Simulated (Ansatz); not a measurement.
Input

```
crystal:
  lattice:
    - [2.8916000956, 0.0, 0.0]
    - [0.0, 2.8989264793, 0.0]
    - [0.0, 0.0, 23.8]
  atoms:
    - { symbol: Sc, position: [0.0, 0.5, 0.2941176471] }
  periodic: [true, true, false]
basis:
  ecutwfc: 420
kpoints:
  mp_grid: { grid: [20, 20, 1] }
hamiltonian:
  xc: pbe
scf:
  occupations: { method: gaussian, width: 0.1 }
output:
  forces: true
  stress: true
  eigenvalues: true
  write_density: true
  write_potential: true
  elf: true
  volumetric_format: npy
relax:
  adjacent_minimum: "off"
  f_tol: 0.01
  max_steps: 80
  cell: { stress_2d_tol: 0.02 }
```

Command:

```sh
ansatz run input.yaml --threads 1 --pin off --max-ram 2048MiB --backend cpu --events-out ev --progress --plain --runs-dir out
```

The fields are those of the relaxed geometry.

A structure generated by program, which may or may not match a known phase; computed without spin polarisation.

Theory: Ansatz 0.2.0, DFT PBE, scalar-relativistic, plane waves, PAW.

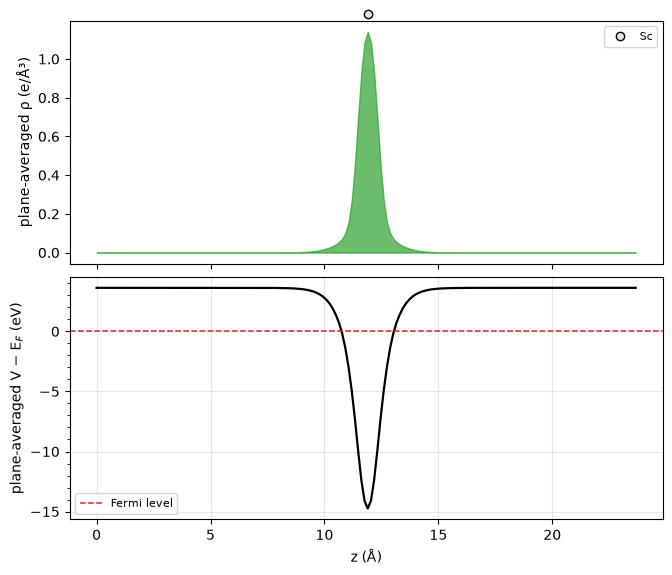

Sc. Plane average of the electrostatic potential energy of an electron and of the valence electron density across the slab. Circles mark the heights of the atoms.

Core electrons are frozen (PAW), and the valence fields are smoothed inside the atomic spheres.

Question: Read off the work function of this surface.

Answer: The potential is flat in the vacuum, 3.6 eV above the Fermi level; this is the work function, the same on both faces.

Question: How thick is the slab, and how wide the vacuum?

Answer: The outermost nuclei are 0.0 Å apart, in 1 atomic plane; the vacuum between periodic images is 23.8 Å wide.
